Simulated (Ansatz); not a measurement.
**TiPbO3: density, localisation and related maps**

The calculation's input:

```
crystal:
  lattice:
    - [3.9193288086, 0.0, 0.0]
    - [0.0, 3.9193288086, 0.0]
    - [0.0, 0.0, 3.9193288086]
  atoms:
    - { symbol: Ti, position: [0.5, 0.5, 0.5] }
    - { symbol: Pb, position: [0.0, 0.0, 0.0] }
    - { symbol: O, position: [0.0, 0.5, 0.5] }
    - { symbol: O, position: [0.5, 0.0, 0.5] }
    - { symbol: O, position: [0.5, 0.5, 0.0] }
basis:
  ecutwfc: 420
kpoints:
  mp_grid: { grid: [8, 8, 8] }
  band_path: { path: [VBM, CBM], npoints: 2 }
hamiltonian:
  xc: pbesol
scf:
  occupations: { method: gaussian, width: 0.02 }
output:
  forces: true
  stress: true
  eigenvalues: true
  write_density: true
  write_potential: true
  elf: true
  volumetric_format: npy
```

Launched as:

```sh
ansatz run input.yaml --threads 1 --pin off --max-ram 2560MiB --backend cpu --events-out ev --progress --plain --runs-dir out
```

Below, planes, directions and counts refer to the conventional cell (a = 3.92 Å, b = 3.92 Å, c = 3.92 Å, α = 90.00°, β = 90.00°, γ = 90.00°).

Space group Pm-3m; computed without spin polarisation.

All numbers below come from DFT PBEsol, scalar-relativistic, plane waves, PAW (Ansatz).

The density is the valence pseudo-density of a PAW calculation; it isn't the true density close to the nuclei.

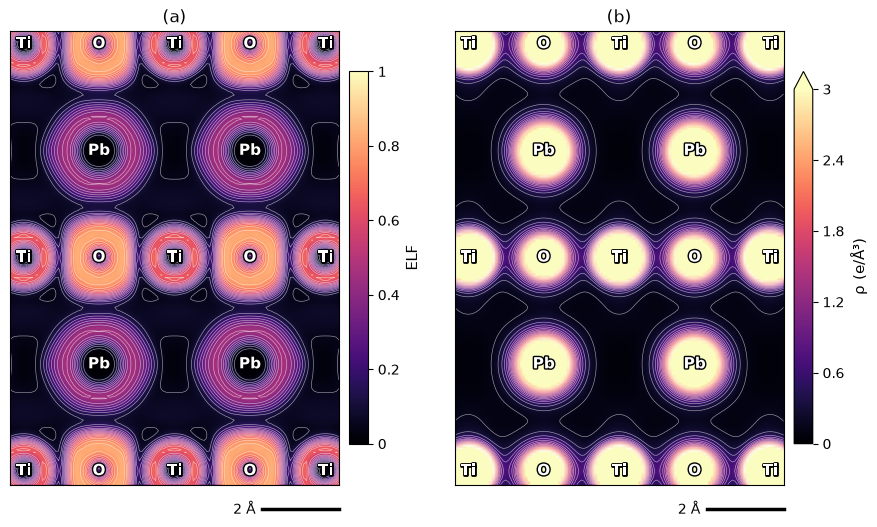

Figure 1. (a) ELF; (b) valence charge density (pseudo) on the (011̄) plane of the conventional cell.

**What do the fields say about this system?**

- Atoms in the plane: Ti, Pb and O.
- Ti–O (1.96 Å): ρ at the midpoint is about 0.7 e/Å³; the ELF peaks at about 0.85 in the valence shell of O, 0.6 Å from its nucleus, and is about 0.20 at the midpoint; no localised pair shows between them.
- Pb–O (2.77 Å): ρ at the midpoint is about 0.19 e/Å³; the ELF is about 0.10 at the midpoint; no localised pair shows between them.
- Between the atoms the lowest density in this plane is 0.05 e/Å³.
- The features right at Ti lie inside the PAW spheres, where the map follows smoothed inner orbitals and isn't to be read closely.

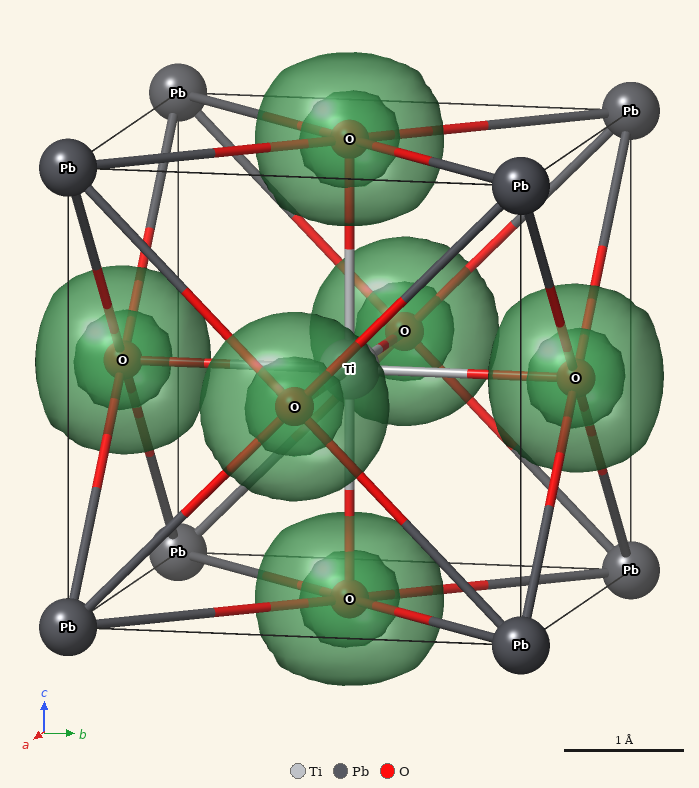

Figure 2. Isosurface of the electron localisation function at 0.75 (green), seen slightly off an axis. Only the valence region is drawn (cores and ρ < 0.01 e/Å³ removed). Sticks mark near contacts.

**What do the ELF domains correspond to?**

The ELF exceeds this value in three regions wrapped around O (the valence shell of each), counted in one cell of 5 atoms. Any copies at cell faces, edges or corners count once.

**Does the calculation make it a metal, or give it a gap?**

It is gapped, with a Kohn–Sham gap of 1.6 eV on the k-point mesh, an upper bound to the gap of this method.
